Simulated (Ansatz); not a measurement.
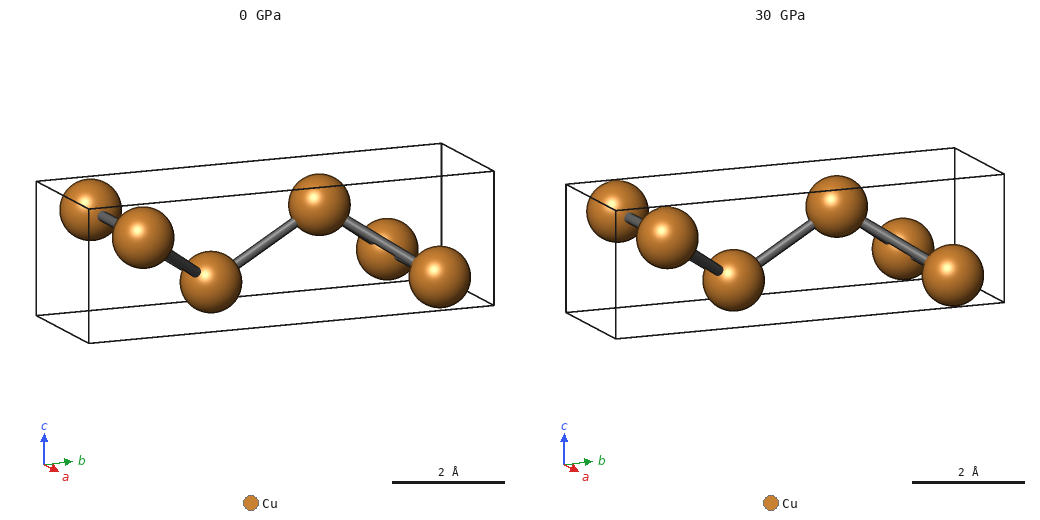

Cu, space group Cmcm (No. 63), relaxed (cell and atoms) under a series of hydrostatic pressures; the conventional cell is drawn at the lowest and the highest, to one scale (sticks follow a distance rule). The start was a structure listed in the Materials Project. This isn't the form of Cu at room conditions, which is fcc.

Alike in all runs: Ansatz 0.2.0; functional PBEsol; potentials Ansatz PAW; cutoff 420 eV; k mesh 11 × 11 × 11 on the run's cell of 2 atoms; occupations fermi-dirac, width 0.05 eV; no spin polarisation; no spin-orbit coupling.

```tsv
pressure (GPa)	volume (Å³/atom)	a (Å)	b (Å)	c (Å)
0.0	11.872	2.431	7.893	2.475
2.0	?	?	?	?
5.0	11.511	2.403	7.822	2.450
10.0	11.209	2.379	7.760	2.429
20.0	10.715	2.339	7.656	2.393
30.0	10.320	2.307	7.571	2.363
```

### Fit a third-order Birch-Murnaghan equation to the rows given and use it to fill in the volume that is left out.

The fit gives V0 = 11.87 Å³/atom, B0 = 151 GPa and B0′ = 5.0, which puts the volume at 2.0 GPa at 11.72 Å³/atom. The run gave volume 11.719 Å³/atom; a 2.419 Å; b 7.863 Å; c 2.464 Å.

### Which axis yields most up to 30 GPa?

The a axis: a −5.1 %, b −4.1 %, c −4.5 %, against −13.1 % in volume.

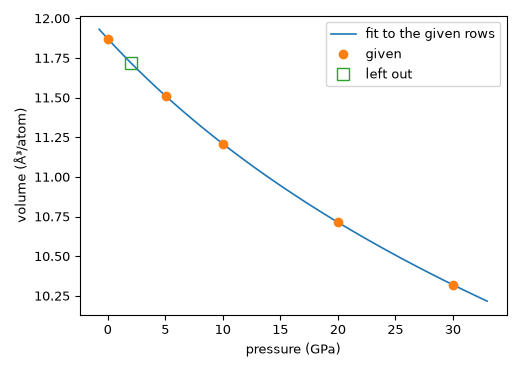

Volume against pressure, with the fit. The structure was kept in its own symmetry, so a change to another phase within this range wouldn't be seen.

Caveat: the plane-wave basis is chosen anew once the cell has moved, so the energies of steps on either side of that aren't comparable.
